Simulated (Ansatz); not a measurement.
**GaAs: geometry relaxation (part 3 of 3)**

The same run, continued: GaAs (slab, 16 atoms in the cell); DFT PBE, scalar-relativistic, plane waves, PAW, no spin polarisation (Ansatz 0.2.0); cutoff 420 eV, 2×2×1 k-mesh, Gaussian smearing of 0.05 eV. The structure derives from an entry of the Crystallography Open Database. The input holds or restrains some coordinates. Forces given for the steps count only the free coordinates. It belongs to a series of runs on one base structure; here: clean slab, lower planes held.

Geometry of the input (Å; fractional positions):
```
8.1252  0.0000  0.0000
-4.0626  7.0366  0.0000
0.0000  0.0000  20.1464
As 0.5000  0.0000  0.3971
As 0.5000  0.5000  0.3971
As 0.0000  0.0000  0.3971
As -0.0000  0.5000  0.3971
Ga 0.1667  0.8333  0.4383
Ga 0.1667  0.3333  0.4383
Ga 0.6667  0.8333  0.4383
Ga 0.6667  0.3333  0.4383
As 0.6667  0.8333  0.5617
As 0.6667  0.3333  0.5617
As 0.1667  0.8333  0.5617
As 0.1667  0.3333  0.5617
Ga 0.3333  0.6667  0.6029
Ga 0.3333  0.1667  0.6029
Ga 0.8333  0.6667  0.6029
Ga 0.8333  0.1667  0.6029
```

**Output, continued**
```
  k-point 1: bands = ["-36.2777", "-36.2777", "-36.2776", "-36.2776", "-36.2770", "-36.2770", "-36.2769", "-36.2769", "-36.2552", "-36.2552", "-36.2549", "-36.2549", "-36.2526", "-36.2526", "-36.2525", "-36.2525", "-36.2524", "-36.2524", "-36.2523", "-36.2523", "-35.0968", "-35.0968", "-35.0966", "-35.0966", "-35.0963", "-35.0963", "-35.0960", "-35.0960", "-35.0676", "-35.0676", "-35.0675", "-35.0675", "-35.0674", "-35.0674", "-35.0673", "-35.0673", "-35.0605", "-35.0605", "-35.0602", "-35.0602", "-16.1126", "-16.1126", "-16.0976", "-16.0976", "-16.0453", "-16.0453", "-16.0347", "-16.0347", "-16.0168", "-16.0168", "-16.0165", "-16.0165", "-15.9812", "-15.9812", "-15.9766", "-15.9766", "-15.9562", "-15.9562", "-15.9441", "-15.9441", "-14.9537", "-14.9537", "-14.9465", "-14.9465", "-14.9173", "-14.9173", "-14.9062", "-14.9062", "-14.8921", "-14.8921", "-14.8889", "-14.8889", "-14.8346", "-14.8346", "-14.8332", "-14.8332", "-14.8142", "-14.8142", "-14.8064", "-14.8064", "-12.4631", "-12.4631", "-11.6721", "-11.6721", "-10.8821", "-10.8821", "-10.1300", "-10.1300", "-7.3655", "-7.3655", "-6.0525", "-6.0525", "-5.8951", "-5.8951", "-4.9004", "-4.9004", "-4.4863", "-4.4863", "-3.2648", "-3.2648", "-2.9299", "-2.9299", "-2.9019", "-2.9019", "-2.8616", "-2.8616", "-1.4428", "-1.4428", "-1.1947", "-1.1947", "-0.8777", "-0.8777", "0.2483", "0.2483", "0.5908", "0.5908", "1.1921", "1.1921", "2.4175", "2.4175", "2.4265", "2.4265", "3.2855", "3.2855", "3.4413", "3.4413", "3.8895", "3.8895", "3.9475", "3.9475", "4.3775", "4.3775", "4.4560", "4.4560", "4.6615"]
--- Relaxed structure (6 steps of the walk, 6 accepted, 0 SCFs on fresh bases) ---
  F+E_penalty+E_count = -69112.59325865 eV   max|allowed force component| = 2.048e-2 eV/Å
  atoms:
    - { symbol: As, position: [0.49999999999999994, -4.047688110558697e-17, 0.3970937871] }
    - { symbol: As, position: [0.5, 0.49999999999999994, 0.3970937871] }
    - { symbol: As, position: [2.8912057931869714e-17, -4.047688110558697e-17, 0.3970937871] }
    - { symbol: As, position: [1.1102230246251565e-16, 0.49999999999999994, 0.3970937871] }
    - { symbol: Ga, position: [0.16666666666666677, 0.8333333333333335, 0.4382562722] }
    - { symbol: Ga, position: [0.16666666666666666, 0.3333333333333333, 0.4382562722] }
    - { symbol: Ga, position: [0.6666666666666666, 0.8333333333333335, 0.4382562722] }
    - { symbol: Ga, position: [0.6666666666666666, 0.3333333333333333, 0.4382562722] }
    - { symbol: As, position: [0.6666666666666666, 0.8333333333333335, 0.5749660790554353] }
    - { symbol: As, position: [0.6666666666666666, 0.3333333333333333, 0.5749660790554353] }
    - { symbol: As, position: [0.16666666666666677, 0.8333333333333335, 0.5749660790554353] }
    - { symbol: As, position: [0.16666666666666666, 0.3333333333333333, 0.5749660790554353] }
    - { symbol: Ga, position: [0.3333333333333334, 0.6666666666666666, 0.6001141588844564] }
    - { symbol: Ga, position: [0.33333333333333337, 0.16666666666666663, 0.6001141588844564] }
    - { symbol: Ga, position: [0.8333333333333333, 0.6666666666666666, 0.6001141588844564] }
    - { symbol: Ga, position: [0.8333333333333333, 0.16666666666666663, 0.6001141588844564] }
```

**Trajectory as extended XYZ (Å, eV, eV/Å), 6 frames, from step=1 to step=6**
```
16
Lattice="8.1252 0.0000 0.0000 -4.0626 7.0366 0.0000 0.0000 0.0000 20.1464" Properties=species:S:1:pos:R:3:forces:R:3 step=1 energy=-69112.00840
As    4.0626    0.0000    8.0000    0.0000   0.0000   0.3246
As    2.0313    3.5183    8.0000    0.0000   0.0000   0.3246
As    0.0000    0.0000    8.0000    0.0000   0.0000   0.3246
As   -2.0313    3.5183    8.0000    0.0000   0.0000   0.3246
Ga   -2.0313    5.8639    8.8293    0.0000   0.0000  -0.9995
Ga    0.0000    2.3455    8.8293    0.0000   0.0000  -0.9995
Ga    2.0313    5.8639    8.8293    0.0000   0.0000  -0.9995
Ga    4.0626    2.3455    8.8293    0.0000   0.0000  -0.9995
As    2.0313    5.8639   11.3171    0.0000   0.0000   1.2403
As    4.0626    2.3455   11.3171    0.0000   0.0000   1.2403
As   -2.0313    5.8639   11.3171    0.0000   0.0000   1.2403
As    0.0000    2.3455   11.3171    0.0000   0.0000   1.2403
Ga    0.0000    4.6911   12.1464    0.0000   0.0000  -0.5658
Ga    2.0313    1.1728   12.1464    0.0000   0.0000  -0.5658
Ga    4.0626    4.6911   12.1464    0.0000   0.0000  -0.5658
Ga    6.0939    1.1728   12.1464    0.0000   0.0000  -0.5658
16
Lattice="8.1252 0.0000 0.0000 -4.0626 7.0366 0.0000 0.0000 0.0000 20.1464" Properties=species:S:1:pos:R:3:forces:R:3 step=2 energy=-69112.41347
As    4.0626    0.0000    8.0000    0.0000   0.0000   0.3687
As    2.0313    3.5183    8.0000    0.0000   0.0000   0.3687
As    0.0000    0.0000    8.0000    0.0000   0.0000   0.3687
As   -2.0313    3.5183    8.0000    0.0000   0.0000   0.3687
Ga   -2.0313    5.8639    8.8293    0.0000   0.0000  -0.6875
Ga    0.0000    2.3455    8.8293    0.0000   0.0000  -0.6875
Ga    2.0313    5.8639    8.8293    0.0000   0.0000  -0.6875
Ga    4.0626    2.3455    8.8293    0.0000   0.0000  -0.6875
As    2.0313    5.8639   11.4243    0.0000   0.0000   0.5147
As    4.0626    2.3455   11.4243    0.0000   0.0000   0.5147
As   -2.0313    5.8639   11.4243    0.0000   0.0000   0.5147
As    0.0000    2.3455   11.4243    0.0000   0.0000   0.5147
Ga    0.0000    4.6911   12.1005    0.0000   0.0000  -0.1956
Ga    2.0313    1.1728   12.1005    0.0000   0.0000  -0.1956
Ga    4.0626    4.6911   12.1005    0.0000   0.0000  -0.1956
Ga    6.0939    1.1728   12.1005    0.0000   0.0000  -0.1956
16
Lattice="8.1252 0.0000 0.0000 -4.0626 7.0366 0.0000 0.0000 0.0000 20.1464" Properties=species:S:1:pos:R:3:forces:R:3 step=3 energy=-69112.55460
As    4.0626    0.0000    8.0000    0.0000   0.0000   0.2618
As    2.0313    3.5183    8.0000    0.0000   0.0000   0.2618
As    0.0000    0.0000    8.0000    0.0000   0.0000   0.2618
As   -2.0313    3.5183    8.0000    0.0000   0.0000   0.2618
Ga   -2.0313    5.8639    8.8293    0.0000   0.0000  -0.2965
Ga    0.0000    2.3455    8.8293    0.0000   0.0000  -0.2965
Ga    2.0313    5.8639    8.8293    0.0000   0.0000  -0.2965
Ga    4.0626    2.3455    8.8293    0.0000   0.0000  -0.2965
As    2.0313    5.8639   11.5492    0.0000   0.0000   0.1953
As    4.0626    2.3455   11.5492    0.0000   0.0000   0.1953
As   -2.0313    5.8639   11.5492    0.0000   0.0000   0.1953
As    0.0000    2.3455   11.5492    0.0000   0.0000   0.1953
Ga    0.0000    4.6911   12.1441    0.0000   0.0000  -0.1608
Ga    2.0313    1.1728   12.1441    0.0000   0.0000  -0.1608
Ga    4.0626    4.6911   12.1441    0.0000   0.0000  -0.1608
Ga    6.0939    1.1728   12.1441    0.0000   0.0000  -0.1608
16
Lattice="8.1252 0.0000 0.0000 -4.0626 7.0366 0.0000 0.0000 0.0000 20.1464" Properties=species:S:1:pos:R:3:forces:R:3 step=4 energy=-69112.58712
As    4.0626    0.0000    8.0000    0.0000   0.0000   0.1855
As    2.0313    3.5183    8.0000    0.0000   0.0000   0.1855
As    0.0000    0.0000    8.0000    0.0000   0.0000   0.1855
As   -2.0313    3.5183    8.0000    0.0000   0.0000   0.1855
Ga   -2.0313    5.8639    8.8293    0.0000   0.0000  -0.1491
Ga    0.0000    2.3455    8.8293    0.0000   0.0000  -0.1491
Ga    2.0313    5.8639    8.8293    0.0000   0.0000  -0.1491
Ga    4.0626    2.3455    8.8293    0.0000   0.0000  -0.1491
As    2.0313    5.8639   11.6138    0.0000   0.0000  -0.0999
As    4.0626    2.3455   11.6138    0.0000   0.0000  -0.0999
As   -2.0313    5.8639   11.6138    0.0000   0.0000  -0.0999
As    0.0000    2.3455   11.6138    0.0000   0.0000  -0.0999
Ga    0.0000    4.6911   12.0781    0.0000   0.0000   0.0637
Ga    2.0313    1.1728   12.0781    0.0000   0.0000   0.0637
Ga    4.0626    4.6911   12.0781    0.0000   0.0000   0.0637
Ga    6.0939    1.1728   12.0781    0.0000   0.0000   0.0637
16
Lattice="8.1252 0.0000 0.0000 -4.0626 7.0366 0.0000 0.0000 0.0000 20.1464" Properties=species:S:1:pos:R:3:forces:R:3 step=5 energy=-69112.59326
As    4.0626    0.0000    8.0000    0.0000   0.0000   0.1744
As    2.0313    3.5183    8.0000    0.0000   0.0000   0.1744
As    0.0000    0.0000    8.0000    0.0000   0.0000   0.1744
As   -2.0313    3.5183    8.0000    0.0000   0.0000   0.1744
Ga   -2.0313    5.8639    8.8293    0.0000   0.0000  -0.1740
Ga    0.0000    2.3455    8.8293    0.0000   0.0000  -0.1740
Ga    2.0313    5.8639    8.8293    0.0000   0.0000  -0.1740
Ga    4.0626    2.3455    8.8293    0.0000   0.0000  -0.1740
As    2.0313    5.8639   11.5835    0.0000   0.0000   0.0201
As    4.0626    2.3455   11.5835    0.0000   0.0000   0.0201
As   -2.0313    5.8639   11.5835    0.0000   0.0000   0.0201
As    0.0000    2.3455   11.5835    0.0000   0.0000   0.0201
Ga    0.0000    4.6911   12.0901    0.0000   0.0000  -0.0206
Ga    2.0313    1.1728   12.0901    0.0000   0.0000  -0.0206
Ga    4.0626    4.6911   12.0901    0.0000   0.0000  -0.0206
Ga    6.0939    1.1728   12.0901    0.0000   0.0000  -0.0206
16
Lattice="8.1252 0.0000 0.0000 -4.0626 7.0366 0.0000 0.0000 0.0000 20.1464" Properties=species:S:1:pos:R:3:forces:R:3 step=6 energy=-69112.59326
As    4.0626    0.0000    8.0000    0.0000   0.0000   0.1744
As    2.0313    3.5183    8.0000    0.0000   0.0000   0.1744
As    0.0000    0.0000    8.0000    0.0000   0.0000   0.1744
As   -2.0313    3.5183    8.0000    0.0000   0.0000   0.1744
Ga   -2.0313    5.8639    8.8293    0.0000   0.0000  -0.1740
Ga    0.0000    2.3455    8.8293    0.0000   0.0000  -0.1740
Ga    2.0313    5.8639    8.8293    0.0000   0.0000  -0.1740
Ga    4.0626    2.3455    8.8293    0.0000   0.0000  -0.1740
As    2.0313    5.8639   11.5835    0.0000   0.0000   0.0201
As    4.0626    2.3455   11.5835    0.0000   0.0000   0.0201
As   -2.0313    5.8639   11.5835    0.0000   0.0000   0.0201
As    0.0000    2.3455   11.5835    0.0000   0.0000   0.0201
Ga    0.0000    4.6911   12.0901    0.0000   0.0000  -0.0205
Ga    2.0313    1.1728   12.0901    0.0000   0.0000  -0.0205
Ga    4.0626    4.6911   12.0901    0.0000   0.0000  -0.0205
Ga    6.0939    1.1728   12.0901    0.0000   0.0000  -0.0205
```

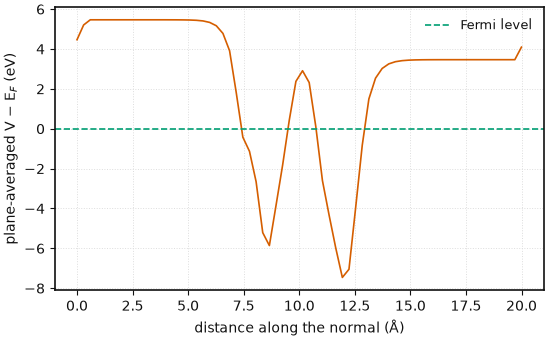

Plane average of the electrostatic potential energy of an electron across the cell, from the Fermi level. The vacuum level lies 3.46 eV above the Fermi level on the upper side and 5.46 eV on the lower.

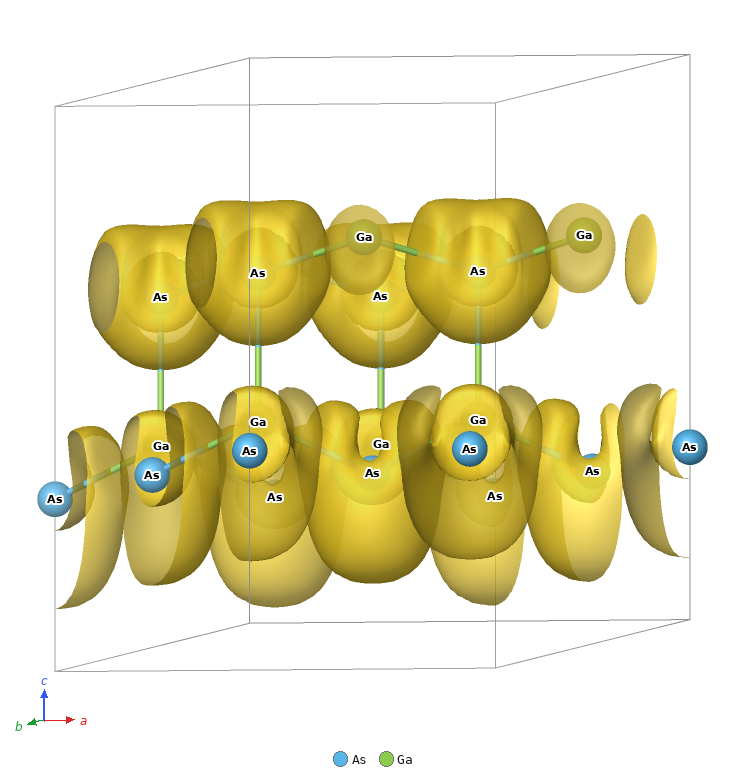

Isosurface of the ELF at 0.6 (yellow), seen at an oblique angle. Only the valence region is drawn (cores and ρ < 0.01 e/Å³ removed). Sticks mark near contacts. Along the contacts the grid gives the following. Ga–As (2.40 Å): the ELF peaks at about 0.75 between the atoms, which marks a shared electron pair. Ga–As (2.49 Å): the ELF is about 0.70 at the midpoint. In a PAW calculation such maps are meaningful between the atoms, not at the nuclei.

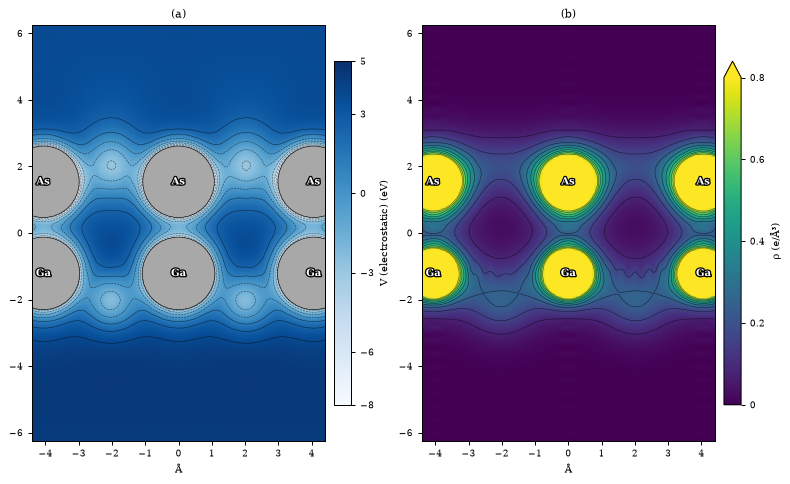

(a) electrostatic potential energy of an electron; (b) valence charge density (pseudo) on the (010) plane of the calculation cell, a cut from vacuum to vacuum. Grey discs, where drawn, cover atomic cores. The section cuts through Ga and As sites. Ga–As (2.75 Å): ρ is about 0.31 e/Å³ halfway, with its minimum of 0.23 e/Å³ about 1.2 Å from Ga. The density dies away to nearly zero in the vacuum.

**Summary**

| quantity | value |
| --- | --- |
| outcome | converged under the restraints of the input |
| electrons treated | 224 |
| free energy | −69112.5933 eV |
| work function, top face | 3.46 eV |
| work function, bottom face | 5.46 eV |
| Fermi energy | −0.436 eV |
| gap on the k-point mesh | none (metallic) |
| final volume | 1151.85 Å³ |
| work function (upper face) | 3.46 eV |
| largest force (length of the vector) at the end, held atoms and coordinates included | 0.174 eV/Å |
| hardware | 4 threads of Intel Xeon (Sapphire Rapids), 32 GiB of memory available, shared host |
| wall time | 25 s (CPU time 95 s) |
| peak memory | 1.9 GiB |

The program warns: the exchange-correlation potential is rough where the density is thin.
